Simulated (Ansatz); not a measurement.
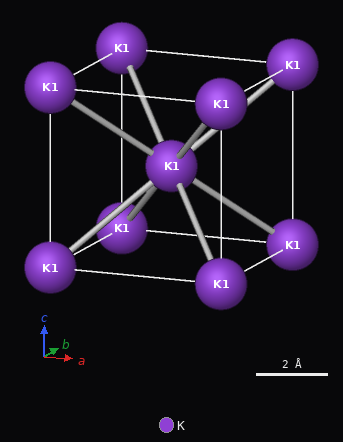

*The structure as given in the input (ball-and-stick view of the cell 2 times as large as that of the calculation, set on its symmetry axes, seen slightly off an axis; atoms are numbered from 1 in the order of the input). An atom can appear more than once, as a periodic image.*

**Geometry relaxation, with input and output: K**

The run: geometry relaxation of K (Im-3m, 1 atom in the cell). Method and program: DFT PBEsol, scalar-relativistic, plane waves, PAW, no spin polarisation (Ansatz 0.2.0).

The structure derives from an entry of the Crystallography Open Database. Figures and captions count atoms from 1; the log counts them from 0 in places.

Input:
```yaml
crystal:
  lattice:
    - [-2.618, 2.618, 2.618]
    - [2.618, -2.618, 2.618]
    - [2.618, 2.618, -2.618]
  atoms:
    - { symbol: K, position: [0.0, 0.0, 0.0] }
basis:
  ecutwfc: 420
kpoints:
  mp_grid: { grid: [12, 12, 12] }
hamiltonian:
  xc: pbesol
scf:
  occupations: { method: gaussian, width: 0.1 }
output:
  forces: true
  stress: true
  eigenvalues: true
  write_density: true
  write_potential: true
  elf: true
  volumetric_format: npy
relax:
  adjacent_minimum: "off"
  f_tol: 0.005
  max_steps: 80
  cell: { stress_tol: 0.05 }
```

Machine: 1 thread of Arm Neoverse V2, 24 GiB of memory available, shared host.

Run as:
```bash
ansatz run input.yaml --threads 1 --pin off --max-ram 2560MiB --backend cpu --events-out ev --progress --plain --runs-dir out
```

The program's output:
```
Engine: ansatz 0.2.0, aarch64-unknown-linux-gnu
Pseudopotentials: kind: paw
Pseudopotential: K, paw, valence charge 9, recommended cutoff 420 eV (normal), K.paw.azcp
Functional definition: PBEsol
  exchange = pbesol_x
  correlation = pbesol_c
Crystal: 1 atoms, lattice volume = 71.774 Å³
Basis set: ecut = 420 eV, 1433 PW (Γ), exchange–correlation on 64×64×64 points (8 copies of the dense FFT grid, shifted against one another)
Bands: 9, of which v1, the nominal top of the filled ones, is band 5 counted from 1 (4 counted from 0)
Symmetry: 48 space group operations
Space group: Im-3m (ITA 229), of the structure as read, at distance tolerance 4.2e-5 Å
k-points: 72 of 1728
Non-local potential: K, projectors of the file, l = 0: 3, l = 1: 2, l = 2: 2
PAW form: soft (Blöchl's): semilocal exchange-correlation on the pseudo side does not see the compensation charge
PAW frozen core: K, regenerated for the run's functional, and the local potential with it (the file was generated under x = pbe(κ = 0.804, μ = 0.2195149727645171), c = pbe(β = 0.06672455060314922))
PAW one-centre angular grid: K, 110 points (default); XC on 64 Gauss nodes
Initial density: superposition of atomic densities (neutral atoms: chi_scale 0, normalization atom), corrected by the library's trained network
Initial wavefunctions: pseudopotential atomic-orbital guess
Functional: x = pbesol(κ = 0.804, μ = 0.12345679012345678), c = pbesol(β = 0.046)
SCF iter   1: F=—  HF=-1516.029368 eV  |F-HF|=—  |Δ(HF+E_count)|=         —  Δρ=1.23e-3  dr2=5.89e-4  ethr=1.77e-3  ⟨swp⟩=5.1  Hψ=4700  notcnv=0
preconditioner: auto → Kerker (q_TF=auto, 1.930 Å⁻¹)  [metal: Δε(μ)=0.066 eV  Ē_g=4.094 eV  σ=0.100 eV  W_gap=0.36  n_scr=12 (ndim 8)  ℏωp=4.4 eV  f_vac=0.000  D(μ)=0.97/eV (n_scr^D=0)]
SCF iter   2: F=—  HF=-1516.028986 eV  |F-HF|=—  |Δ(HF+E_count)|=   3.82e-4  Δρ=5.20e-4  dr2=7.56e-5  ethr=6.54e-6  ⟨swp⟩=2.1  Hψ=1491  notcnv=0
SCF iter   3: F=—  HF=-1516.028991 eV  |F-HF|=—  |Δ(HF+E_count)|=   5.37e-6  Δρ=1.51e-4  dr2=1.06e-5  ethr=8.40e-7  ⟨swp⟩=1.7  Hψ=779  notcnv=0
SCF iter   4: F=—  HF=-1516.028993 eV  |F-HF|=—  |Δ(HF+E_count)|=   1.31e-6  Δρ=3.01e-5  dr2=5.83e-7  ethr=1.18e-7  ⟨swp⟩=2.5  Hψ=872  notcnv=0
iter 5 did not close the SCF: its close was put off for the readings that it lacked (scf_convergence_deferred on its scf_iter line)
SCF iter   5: F=-1516.028993 eV  HF=-1516.028993 eV  |F-HF|=8.65e-9  |Δ(HF+E_count)|=   4.83e-7  Δρ=3.17e-6  dr2=5.12e-9  ethr=6.48e-9  ⟨swp⟩=1.5  Hψ=664  notcnv=0
SCF iter   6: F=-1516.028993 eV  HF=-1516.028993 eV  |F-HF|=3.23e-10  |Δ(HF+E_count)|=   9.58e-9  Δρ=6.48e-7  dr2=3.63e-10  ethr=5.69e-11  ⟨swp⟩=5.4  Hψ=3309  notcnv=0
SCF 1 converged in 6 iterations: F = -1516.028993 eV  dr2 = 3.63e-10
  greatest PAW one-centre occupation: 0.987 electrons in one spin orbital (limit 2), on the K atom at site 0 (counted from 0), in its partial waves of l = 0
relax step   1: F+E_penalty+E_count = -1516.02899316 eV  Δ(F+E_penalty+E_count) = +0.000e0 eV  max|allowed force component| = 0.000e0 eV/Å  Δτ_max = 0.0000 Å  P = -0.043 GPa  Ω = 71.774 Å³  (6 SCF iters, dr2 threshold 1.00e-7 eV, accepted)
Initial density: handed on by an earlier stage of this run
Initial wavefunctions: pseudopotential atomic-orbital guess (no wavefunctions were taken with the density)
iter 1 solved again at ethr=1.80e-7 eV; its pass at ethr=3.10e-3 eV (dr2=1.62e-5 eV) is discarded
SCF iter   1: F=—  HF=-1516.028993 eV  |F-HF|=—  |Δ(HF+E_count)|=         —  Δρ=6.19e-7  dr2=3.41e-10  ethr=1.80e-7  ⟨swp⟩=3.4  Hψ=6737  notcnv=0
eigensolver tolerance schedule: the retry pair's looser diagonalisation over-reported the residual by 47538.55 of it (diagonalisation noise at an unbounded share of the residual, at the tolerance the schedule requests for it); recorded, not acted on — ethr = c·dr2/N_el stays at c = 1.0e-1
preconditioner: auto → Kerker (q_TF=auto, 1.930 Å⁻¹)  [metal: Δε(μ)=0.066 eV  Ē_g=4.088 eV  σ=0.100 eV  W_gap=0.36  n_scr=12 (ndim 8)  ℏωp=4.4 eV  f_vac=0.000  D(μ)=0.97/eV (n_scr^D=0)]
SCF iter   2: F=—  HF=-1516.028993 eV  |F-HF|=—  |Δ(HF+E_count)|=   3.66e-7  Δρ=4.98e-7  dr2=2.06e-10  ethr=3.78e-12  ⟨swp⟩=2.9  Hψ=1111  notcnv=0
SCF iter   3: F=—  HF=-1516.028993 eV  |F-HF|=—  |Δ(HF+E_count)|=  1.75e-10  Δρ=3.79e-7  dr2=3.45e-11  ethr=2.29e-12  ⟨swp⟩=1.6  Hψ=707  notcnv=0
SCF iter   4: F=—  HF=-1516.028993 eV  |F-HF|=—  |Δ(HF+E_count)|=  7.73e-12  Δρ=2.48e-7  dr2=1.40e-11  ethr=1.00e-12  ⟨swp⟩=1.0  Hψ=648  notcnv=0
SCF iter   5: F=-1516.028993 eV  HF=-1516.028993 eV  |F-HF|=2.27e-13  |Δ(HF+E_count)|=  4.55e-12  Δρ=7.45e-8  dr2=6.90e-13  ethr=1.00e-12  ⟨swp⟩=4.4  Hψ=1966  notcnv=0
SCF 2 converged in 5 iterations: F = -1516.028993 eV  dr2 = 6.90e-13
relax step   2: F+E_penalty+E_count = -1516.02899316 eV  Δ(F+E_penalty+E_count) = -2.751e-11 eV  max|allowed force component| = 0.000e0 eV/Å  Δτ_max = 0.0000 Å  P = -0.043 GPa  Ω = 71.774 Å³  stress off target by 4.26e-2 GPa  SCF on the basis re-selected at this cell (its energy is not comparable with the rows above)  (5 SCF iters)
```

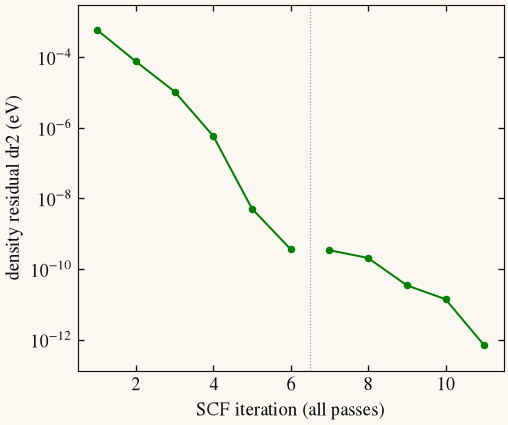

*Convergence of the self-consistent field: density residual dr2 against the SCF iteration. The dotted lines part the SCF passes of the relaxation: geometry steps, rejected trials and re-solves on a re-selected basis.*

The passes take 6 and 5 iterations.

```
basis re-selected at this cell: Δ(F+E_penalty+E_count) = -2.751e-11 eV, ΔP = +0.000 GPa vs the last step (what re-selecting the basis moved, of the pressure what is left beyond the Pulay correction that the steps carried, after the strain that the cell walked since its last selection, with what the two solves' SCF thresholds leave and, on support functions, any second-order correction that the steps lacked; it is no measure of the basis error at this ecutwfc). This SCF's stress stands 4.26e-2 GPa from its target on what of the cell is left free (relax.cell.stress_tol is 5.00e-2 GPa) and its largest allowed force component is 0.00e0 eV/Å (relax.f_tol is 5.00e-3 eV/Å): within both
SCF converged after 5 iterations
Free energy (F): -1516.028993 eV
Harris-Foulkes:  -1516.028993 eV  (|F-HF|=2.27e-13)
Internal energy: -1516.024121 eV  (E = F + TS)
E sigma→0 (E₀):  -1516.026557 eV
Entropy (-TS):   -0.004873 eV (-4.873 meV/atom)
Fermi energy:    1.797151 eV
--- Per-component energies (eV) ---
  E_band       = -141.587976
  E_kinetic    = 251.938340
  E_local      = -749.269707  (includes V_loc(G=0)·N_el)
  E_nonlocal   = 13.817921
  E_hartree    = 266.506503
  E_xc         = -131.975566
  E_vxc        = -161.672972  (∫ρ·V_xc dr)
  E_paw        = -761.811698  (= ΣΔE_a)
  E_vpaw       = -29.414558  (= ΣTr[D̂ρ^β])
  E_aug_tail   = -0.000003  (compensation charges beyond the density's cutoff)
  E_ewald      = -405.337795
  E_core_change = 0.107885  (= ΣΔE_core)
  E_smearing   = -0.004873  (= −TS)
  E_closure    = -0.000000  (closes the sum)
  Σ components = -1516.028993   (vs F -1516.028993, Δ=0.00e0)
--- Forces (eV/Å), atoms counted from 1 ---
  atom   1  K     -0.00000000     0.00000000    -0.00000000
  max |Σ_I F_I| component: 5.65e-32 eV/Å
--- Stress (GPa, compression-positive) ---
       -0.042560      -0.000000      -0.000000
       -0.000000      -0.042560       0.000000
       -0.000000      -0.000000      -0.042560
  P = ⅓ Tr σ = -0.0426 GPa (-0.426 kbar)
--- Band table (eV; the first three rows and the last of 72) ---
  k-point 0: bands = ["-30.1660", "-13.6768", "-13.6768", "-13.6768", "-0.3812", "6.1219", "6.1219", "6.1219", "7.0445"]
  k-point 1: bands = ["-30.1657", "-13.6819", "-13.6785", "-13.6768", "-0.2931", "5.9927", "6.0079", "6.1921", "6.8869"]
  k-point 2: bands = ["-30.1648", "-13.6958", "-13.6831", "-13.6768", "-0.0328", "5.4911", "5.7408", "6.4004", "6.7973"]
  k-point 71: bands = ["-30.1576", "-13.7307", "-13.7307", "-13.7307", "3.4759", "3.4759", "5.3388", "5.3388", "5.3388"]
--- Relaxed structure (1 steps of the walk, 1 accepted, 1 SCFs on fresh bases) ---
  F+E_penalty+E_count = -1516.02899316 eV   max|allowed force component| = 0.000e0 eV/Å   (the final SCF, on the basis selected at the relaxed cell)
  cell:  # Å, volume = 71.7743 Å³
    - [-2.618, 2.618, 2.618]
    - [2.618, -2.618, 2.618]
    - [2.618, 2.618, -2.618]
  atoms:
    - { symbol: K, position: [0.0, 0.0, 0.0] }
```

Trajectory as extended XYZ (Å, eV, eV/Å), 2 frames, from step=1 to step=2:
```
1
Lattice="-2.6180 2.6180 2.6180 2.6180 -2.6180 2.6180 2.6180 2.6180 -2.6180" Properties=species:S:1:pos:R:3:forces:R:3 step=1 energy=-1516.02899 pressure_GPa=-0.04
K     0.0000    0.0000    0.0000    0.0000   0.0000   0.0000
1
Lattice="-2.6180 2.6180 2.6180 2.6180 -2.6180 2.6180 2.6180 2.6180 -2.6180" Properties=species:S:1:pos:R:3:forces:R:3 step=2 energy=-1516.02899 pressure_GPa=-0.04
K     0.0000    0.0000    0.0000    0.0000   0.0000   0.0000
```

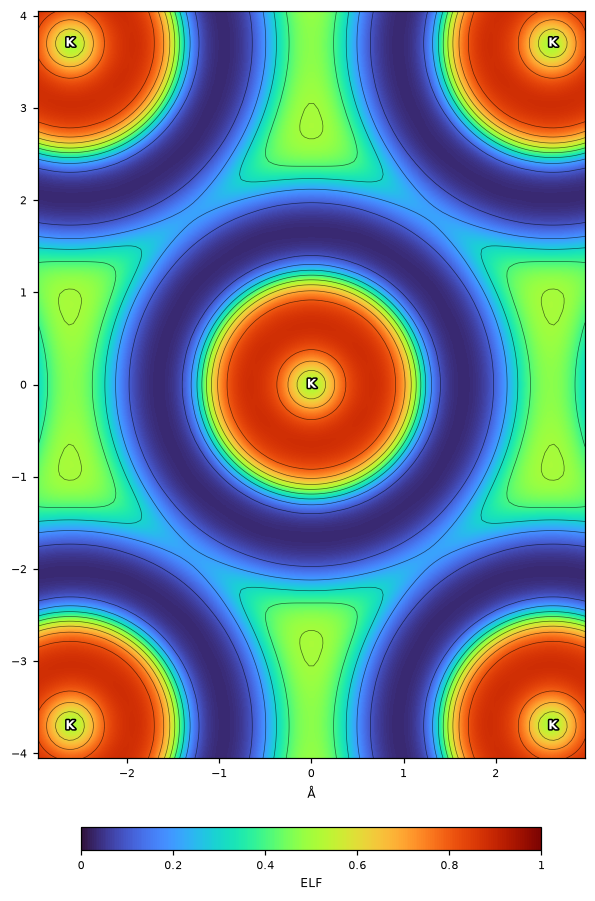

*ELF on the (101) plane of the conventional cell.*

K–K (4.53 Å): the ELF is about 0.20 at the midpoint (no shared electron pair). The strong features right at K lie inside the PAW spheres (semicore, d or f shells) and say nothing about bonding. Core electrons are frozen (PAW), so the fields are smoothed inside the atomic spheres.

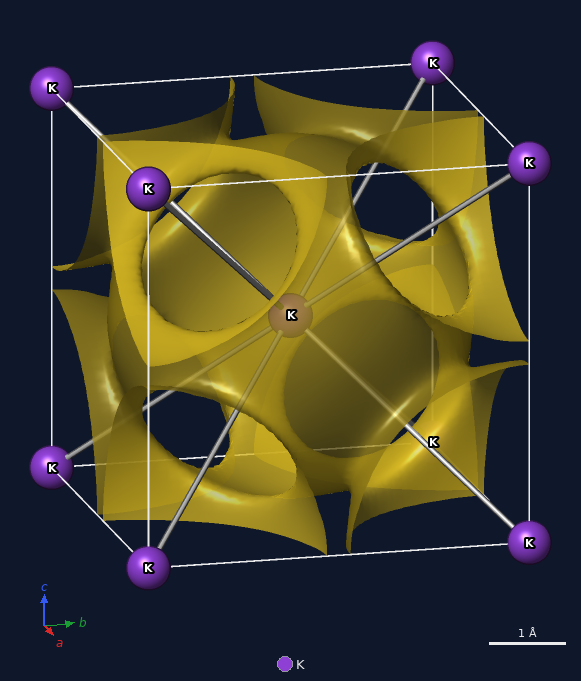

*Isosurface of the electron localisation function at 0.4 (yellow), seen slightly off an axis. Core shells and regions of very low density are left out. Sticks mark near contacts. The outline is the cell set on symmetry axes.*

Along the contacts the grid gives the following. K–K (4.53 Å): the ELF is about 0.20 at the midpoint (no localised pair between them).

Summary:

```tsv
quantity	value
outcome	converged
space group (tolerance 0.01 Å)	Im-3m (229)
electrons treated	9
free energy	−1516.0290 eV
Fermi energy	1.797 eV
gap on the k-point mesh	none (metallic)
pressure	−0.04 GPa
final volume	71.77 Å³
largest force (length of the vector) at the end	under 0.001 eV/Å
final cell	a = 4.535 Å, b = 4.535 Å, c = 4.535 Å, α = 109.47°, β = 109.47°, γ = 109.47°
wall time	5.1 s
peak memory	0.34 GiB
```
